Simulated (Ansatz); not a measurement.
CuI

```
Cu I
1.0
     6.64758    0.00000    0.00000
     0.00000    6.90969    0.00000
     0.00000    0.00000    4.23175
Cu I
4 4
Direct
  0.00000 0.58532 0.75000
  0.50000 0.08532 0.75000
  0.00000 0.41468 0.25000
  0.50000 0.91468 0.25000
  0.00000 0.21410 0.75000
  0.50000 0.71410 0.75000
  0.00000 0.78590 0.25000
  0.50000 0.28590 0.25000
```

Space group Cmcm; a structure from a database of computed crystals, not necessarily the ambient phase; computed without spin polarisation.

Theory: DFT, LDA, PAW with Ansatz's default frozen-core files, scalar-relativistic; relaxation of atoms (Ansatz).

In a PAW calculation such maps are meaningful between the atoms, not at the nuclei.

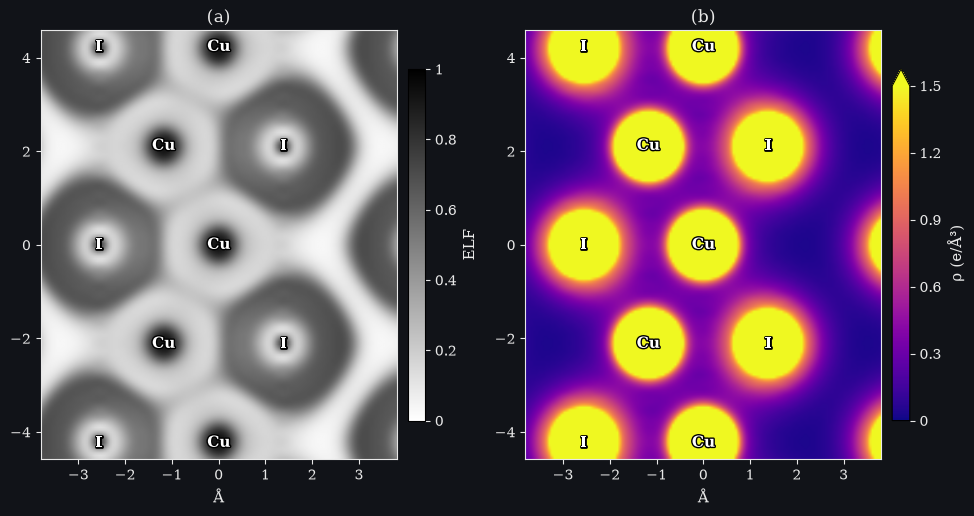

Figure 1. (a) ELF; (b) valence electron density on the (100) plane of the conventional cell.

Question: Read the bonding off the picture.

Answer: The section cuts through Cu and I sites.
Cu–Cu (2.42 Å): the density is about 0.34 e/Å³ at the midpoint; the ELF is about 0.25 at the midpoint (no localised pair shows between them).
Cu–I (2.53 Å): ρ is about 0.47 e/Å³ halfway; the ELF is about 0.50 at the midpoint.
Between the atoms the lowest density in this plane is 0.04 e/Å³.
The features right at Cu lie inside the PAW spheres, where the map follows smoothed inner orbitals and isn't to be read closely.

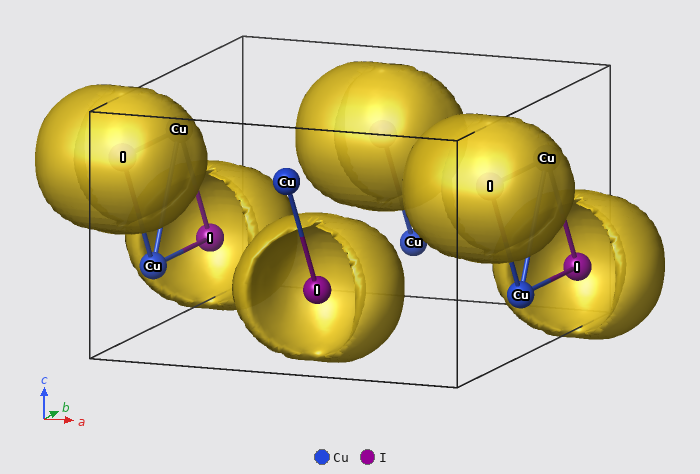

Figure 2. Isosurface of the ELF at 0.65 (yellow), seen slightly off an axis. Only the valence region is drawn (cores and ρ < 0.01 e/Å³ removed). Sticks mark near contacts.

Question: Identify the bonds, lone pairs and shells in this picture.

Answer: The surface consists of four regions wrapped around I (the valence shell of each), counted in one cell of 8 atoms. Regions shared between cells count once.

Question: Does the calculation make it a metal, or give it a gap?

Answer: It is gapped, with a Kohn–Sham gap of 0.79 eV on the k-point mesh (the band edges may lie off the mesh, which would make the gap smaller).
